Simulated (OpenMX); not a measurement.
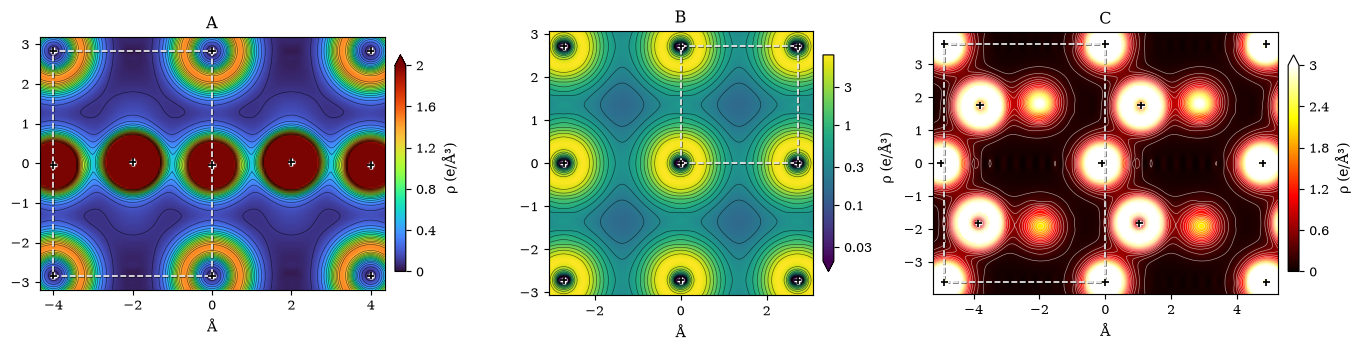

The valence pseudo-density of 3 systems, each on a plane through atoms (crosses mark nuclei in the plane).

Computed with OpenMX, Kohn-Sham DFT of a periodic cell, PBE, OpenMX 2013 PBE set.

System 1: HfO₂, the (011) plane of the conventional cell. Space group P1; a structure from a database of computed crystals, not necessarily the ambient phase; changed on purpose from its base cell (atoms moved at random by about 0.05 A); not relaxed (largest force 1.9 eV/Å); computed pressure about 5 GPa in this cell.

```xyz
12
Lattice="0.0000 0.0000 4.8909 5.0803 0.0000 0.0000 0.0000 5.1649 0.0000" Properties=species:S:1:pos:R:3 pbc="T T T"
Hf    1.1109    4.0465    1.2851
Hf    3.7365    3.7622    3.5489
Hf    3.9958    1.1334    1.3700
Hf    1.4078    1.4478    3.6068
O     0.9582    0.8831    0.5166
O     3.4899    1.7340    4.3304
O     4.1577    4.3149    0.5603
O     1.5248    3.4007    4.3270
O     0.0248    2.5556    2.4141
O     2.5595    5.1270    2.5194
O     5.0652    5.1298    2.8133
O     2.5104    2.6091    2.1039
```

System 2: Pt, the (001) plane of the conventional cell. Space group I4/mmm; computed pressure about 26 GPa in this cell.

```cif
data_structure
_symmetry_space_group_name_H-M 'P 1'
_symmetry_Int_Tables_number 1
_cell_length_a 2.7177
_cell_length_b 2.7177
_cell_length_c 3.9218
_cell_angle_alpha 90.000
_cell_angle_beta 90.000
_cell_angle_gamma 90.000
_cell_volume 28.97
loop_
_atom_site_label
_atom_site_type_symbol
_atom_site_fract_x
_atom_site_fract_y
_atom_site_fract_z
_atom_site_occupancy
Pt1 Pt 0.00000 0.00000 0.00000 1
Pt2 Pt 0.50000 0.50000 0.50000 1
```

System 3: BaTiO₃, the (011) plane of the conventional cell. Space group P4mm; not relaxed (largest force 0.4 eV/Å); computed pressure about 4 GPa in this cell.

Question: Which map belongs to which system?

Answer: Panel A is system 3, BaTiO₃: the plane holds Ba, Ti and O. Ba–O (2.79 Å): ρ at the midpoint is about 0.2 e/Å³, with its minimum of 0.17 e/Å³ about 1.5 Å from Ba. Panel B is system 2, Pt: the plane holds Pt. Pt–Pt (2.72 Å): ρ at the midpoint is about 0.47 e/Å³. Panel C is system 1, HfO₂: the plane holds Hf and O.
